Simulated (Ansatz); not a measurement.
Take the following structure.

```cif
data_structure
_symmetry_space_group_name_H-M 'P 63/m m c'
_symmetry_Int_Tables_number 194
_cell_length_a 2.5198
_cell_length_b 2.5198
_cell_length_c 8.2353
_cell_angle_alpha 90.000
_cell_angle_beta 90.000
_cell_angle_gamma 120.000
_cell_volume 45.28
loop_
_atom_site_label
_atom_site_type_symbol
_atom_site_symmetry_multiplicity
_atom_site_Wyckoff_symbol
_atom_site_fract_x
_atom_site_fract_y
_atom_site_fract_z
_atom_site_occupancy
Cu1 Cu 2 a 0.00000 0.00000 0.50000 1
Cu2 Cu 2 d 0.33333 0.66667 0.75000 1
```

Q: Summarise the structure in words.

A: The element is copper. It takes space group P6_3/mmc (No. 194) on a primitive hexagonal lattice. Structure type: double hexagonal close-packed (α-La type). The cell holds four atoms. The neighbours of Cu are twelve Cu at 2.52 Å. The bonds build a three-dimensional framework.

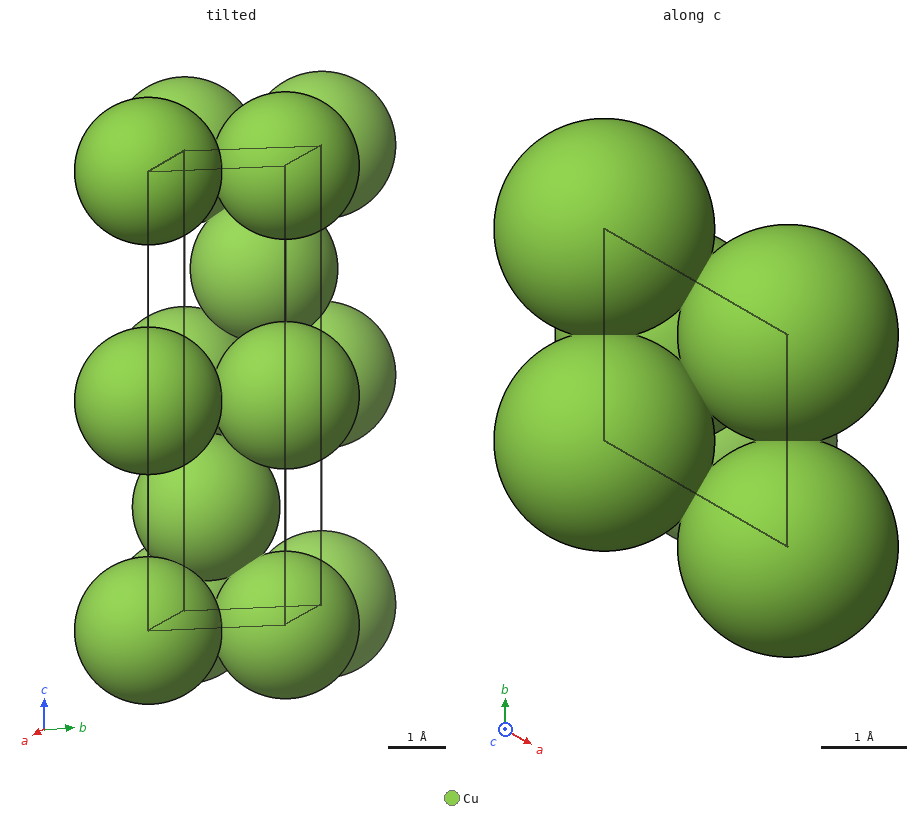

An orthographic space-filling view of the structure, slightly off an axis and along the c axis. Thin lines show the conventional unit cell, with boundary atoms drawn in all their periodic places.

Starting structure: a structure listed in the Materials Project. Earlier steps of the study, as a rule a relaxation of our own, may have changed the cell and positions, so they can lie some per cent off the listed ones. It was run through Ansatz as a DFT input.
